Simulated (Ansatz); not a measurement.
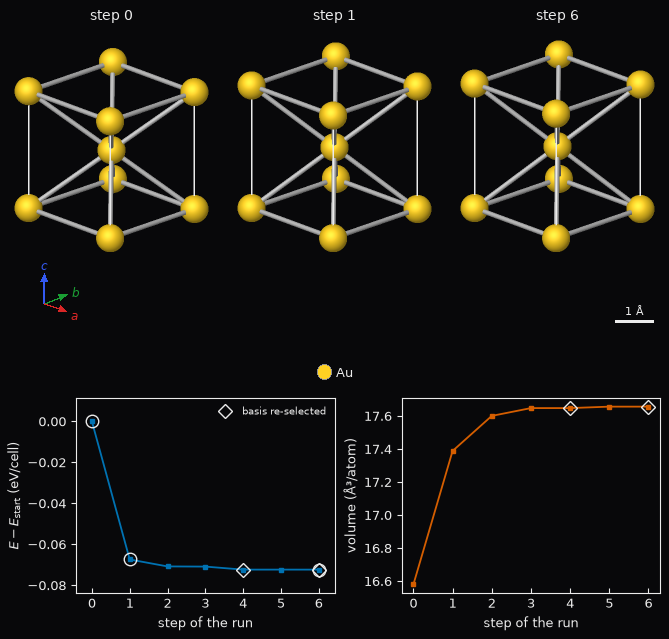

Frames of a relaxation of a crystal of Au (set up in I4/mmm), marked on the history of the run. The picture is a ball-and-stick view of the cell of the calculation, seen from a free direction.

Case: biaxial strain in the a-b plane of -4.0 %; c and atoms relaxed.

These are results of DFT r2SCAN, scalar-relativistic, plane waves, PAW in Ansatz, not measurements. Set-up: plane-wave cutoff 500 eV; k-point mesh 16 × 16 × 16; occupations gaussian; smearing width 0.1 eV; no spin polarisation; cell relaxed at fixed a, b, gamma; force threshold 0.008 eV/Å; at most 40 steps.

> Describe the path.

The atoms keep their places relative to the cell (all moves are under 0.005 Å). The drawn cell changes as follows: a = b unchanged at 3.144 Å, c 3.354 → 3.572 Å (+6.5 %); the volume changes by +6.5 %. Some distances before and after: Au–Au 2.785 → 2.852 Å. The space group stays I4/mmm (No. 139). The energy falls by 72.3 meV per cell of the calculation in 4 accepted moves (6 points after the start). All forces vanish by symmetry, so only the cell relaxes. Pressure: 10.81 GPa at the start and −0.57 GPa at the end. The SCF was repeated twice at an unchanged geometry on a basis and grid sized afresh for the cell, which shifted the energy by 1.5 meV per cell of the calculation at most. Cost: 4.2 min on 1 thread of Arm Neoverse V2, with other jobs on the host, peak memory 0.64 GiB. From step 0 to 1: volume +4.9 %, energy −67.4 meV per cell of the calculation. From step 1 to 6: volume +1.5 %, energy −4.9 meV per cell of the calculation.
